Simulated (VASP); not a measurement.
```yaml
crystal:
  lattice:
    - [3.65189, 0.00000, 0.00000]
    - [0.00000, 11.38680, 0.00000]
    - [0.00000, 0.00000, 4.73987]
  atoms:
    - { symbol: As, position: [0.00000, 0.89544, 0.07354] }
    - { symbol: As, position: [0.50000, 0.39544, 0.07354] }
    - { symbol: As, position: [0.00000, 0.10456, 0.92646] }
    - { symbol: As, position: [0.50000, 0.60456, 0.92646] }
    - { symbol: As, position: [0.00000, 0.60456, 0.57354] }
    - { symbol: As, position: [0.50000, 0.10456, 0.57354] }
    - { symbol: As, position: [0.00000, 0.39544, 0.42646] }
    - { symbol: As, position: [0.50000, 0.89544, 0.42646] }
```

Space group Cmce; a structure from a database of computed crystals, not necessarily the ambient phase.

Level of theory: Kohn-Sham DFT of a periodic cell, PBEsol, VASP PAW PBE potentials, recommended in VASP.

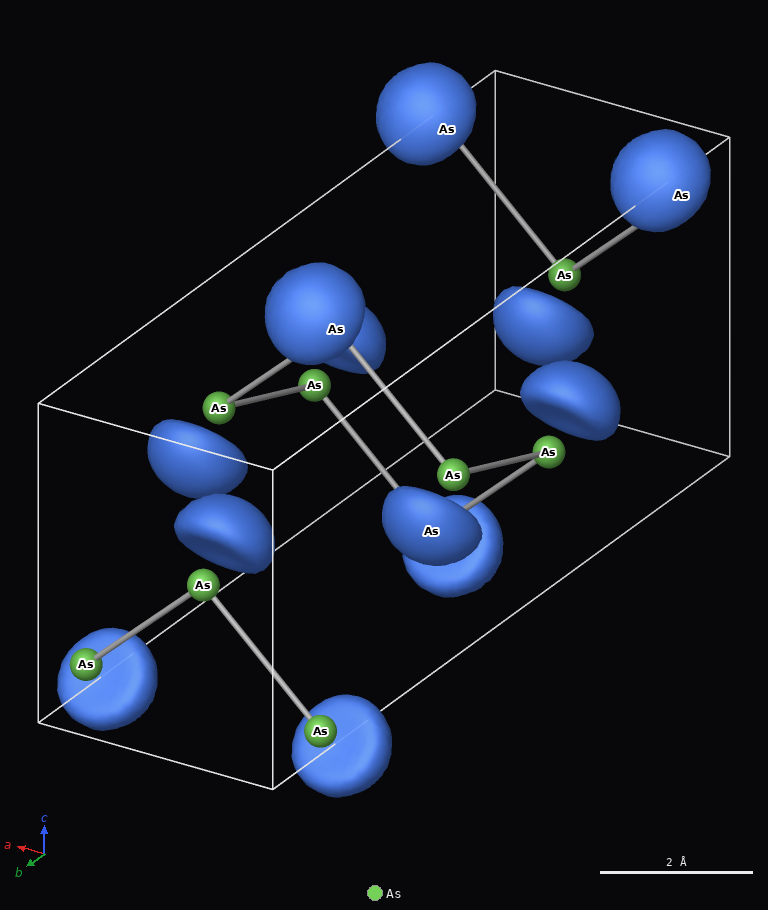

As. Isosurface of the electron localisation function at 0.9 (blue), seen at an oblique angle. Only the valence region is drawn (cores and ρ < 0.01 e/Å³ removed). Sticks mark near contacts.

### Where are the electrons localised?

The ELF exceeds this value in eight lobes on As, pointing away from the bonds (lone pairs), counted in one cell of 8 atoms. Regions shared between cells count once.

Values along the shortest contacts:
As–As (2.48 Å): the ELF peaks at about 0.85 between the atoms: a shared electron pair.
